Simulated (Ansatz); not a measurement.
## Electronic structure of BeS in real space

Input file:

```
crystal:
  lattice:
    - [3.3002360792, 0.0, 0.0]
    - [-1.6501180396, 2.8580882831, 0.0]
    - [0.0, 0.0, 5.255222052]
  atoms:
    - { symbol: Be, position: [0.0, 0.0, 0.0] }
    - { symbol: Be, position: [0.0, 0.0, 0.5] }
    - { symbol: S, position: [0.3333333333, 0.6666666667, 0.25] }
    - { symbol: S, position: [0.6666666667, 0.3333333333, 0.75] }
  host: atoms
kpoints:
  mp_grid: { grid: [6, 6, 4] }
  band_path:
    path:
      - [0.0, 0.0, 0.0]
      - [0.5, 0.0, 0.0]
      - [0.3333333333, 0.3333333333, 0.0]
      - [0.0, 0.0, 0.5]
      - [0.5, 0.0, 0.5]
      - [0.3333333333, 0.3333333333, 0.5]
    npoints: 1
hamiltonian:
  xc:
    exchange: pbe
    correlation: pbe
    exx: { coeff: inverse_dielectric }
scf:
  occupations: { method: fixed }
  n_extra_bands: 5
output:
  forces: true
  stress: true
  eigenvalues: true
  write_density: true
  write_potential: true
  elf: true
  volumetric_format: npy
```

Launched as:

```sh
ansatz run input.yaml --threads 2 --pin off --max-ram 2211MiB --backend cpu --events-out ev --progress --plain --runs-dir out
```

Below, planes, directions and counts refer to the conventional cell (a = 3.30 Å, b = 3.30 Å, c = 5.26 Å, α = 90.00°, β = 90.00°, γ = 120.00°).

Space group P6₃/mmc; started from the NiAs prototype, which need not be the ambient phase.

The calculation used DFT, dielectric-dependent PBE0 (fraction 1/eps_inf of PBE), plane waves, PAW (Ansatz).

The density is the valence pseudo-density of a PAW calculation; it isn't the true density close to the nuclei.

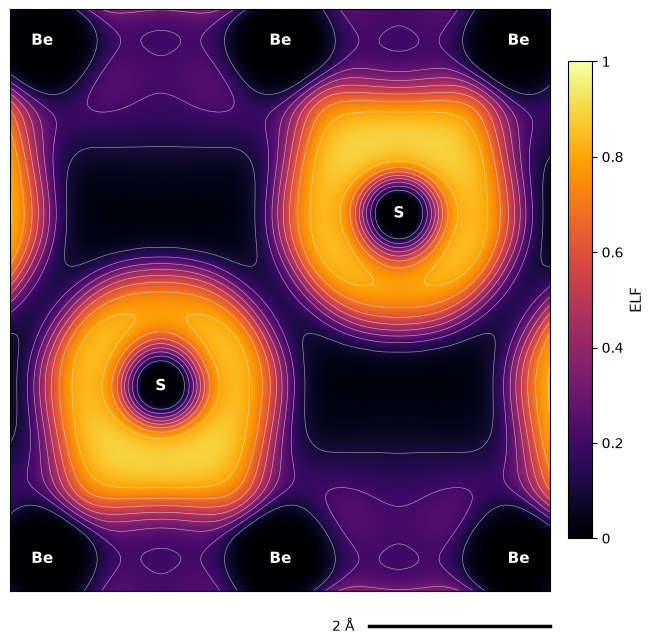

Figure 1. ELF on the (110) plane of the conventional cell.

Question: What do the fields say about this system?

Answer: The plane passes through Be and S nuclei.
Be–S (2.31 Å): the ELF peaks at about 0.90 in the valence shell of S, 0.9 Å from its nucleus, and is about 0.85 at the midpoint.

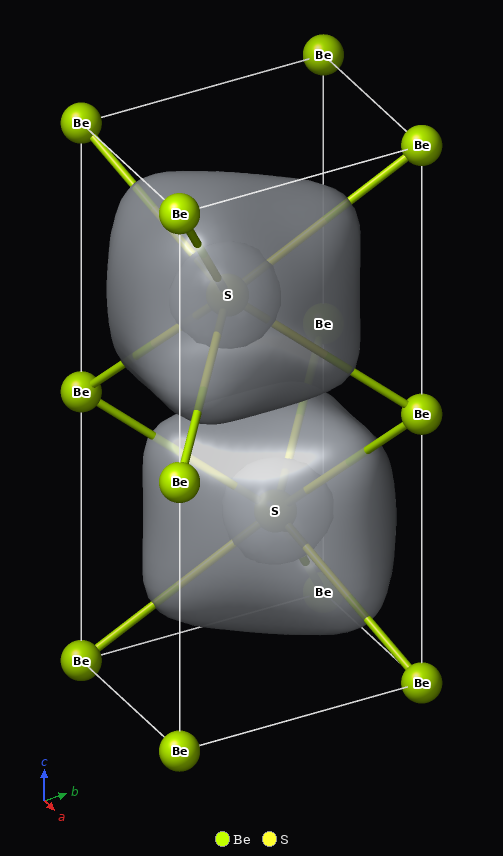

Figure 2. Isosurface of the ELF at 0.65 (grey), seen slightly off an axis. Only the valence region is drawn (cores and ρ < 0.01 e/Å³ removed). Sticks mark near contacts.

Question: Identify the bonds, lone pairs and shells in this picture.

Answer: The ELF exceeds this value in two regions wrapped around S (the valence shell of each), counted in one cell of 4 atoms. Regions shared between cells count once.

Question: Metal or insulator at this level of theory?

Answer: It is gapped, with a Kohn–Sham gap of 2.1 eV on the k-point mesh, an upper bound to the gap of this method.
